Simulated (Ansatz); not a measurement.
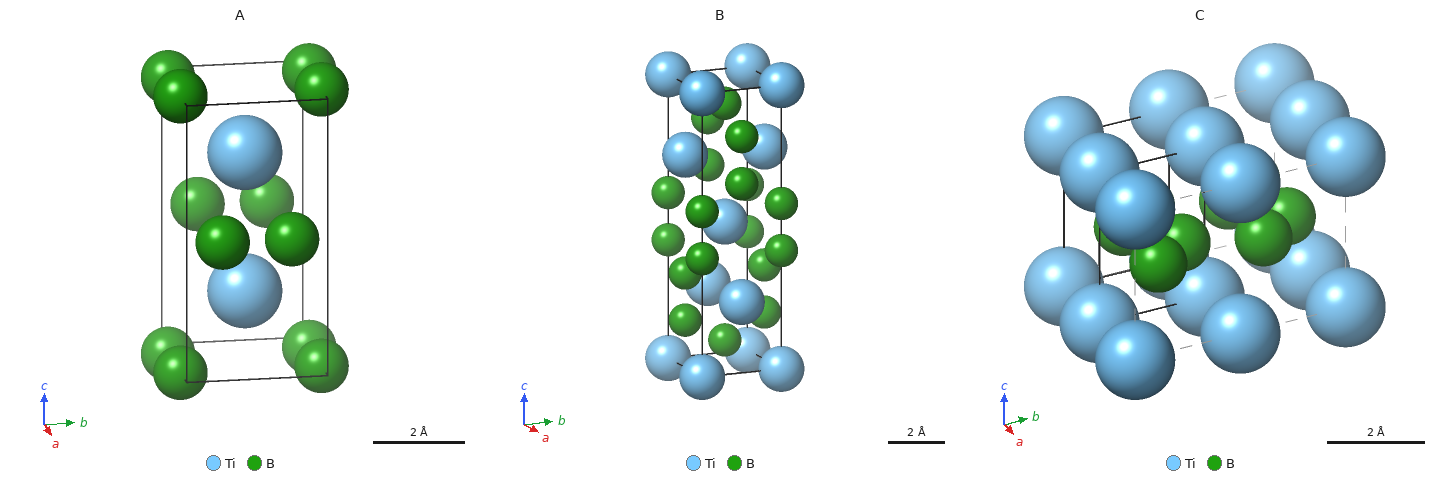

Three structures of TiB₂, each relaxed to rest (conventional cells in solid outline, small ones repeated, each panel with its own scale). Method: DFT PBE, scalar-relativistic, plane waves, PAW in Ansatz, without spin polarisation.

What are the structures shown?

A: 6 atoms a cell on a primitive tetragonal lattice, P4_2/mmc; B: 12 atoms a cell on a body-centred tetragonal lattice, I4_1/amd; C: AlB₂ type, P6/mmm.

Which of these is lowest in energy, and how far above it do the others lie?

C, then B (+21 meV/atom) and A (+957 meV/atom), energies at zero smearing.

Collect the results in a table.

| panel | structure | E − E(lowest) (meV/atom) | volume (Å³/atom) | gap (eV) |
| --- | --- | --- | --- | --- |
| C | P6/mmm | 0 | 8.6 | metal |
| B | I4_1/amd | 21 | 8.5 | metal |
| A | P4_2/mmc | 957 | 10.6 | metal |

Some of these may be structure types tried for this composition rather than known phases, and the most stable form need not be among them. Gaps are taken on the k-mesh or band path of each run.
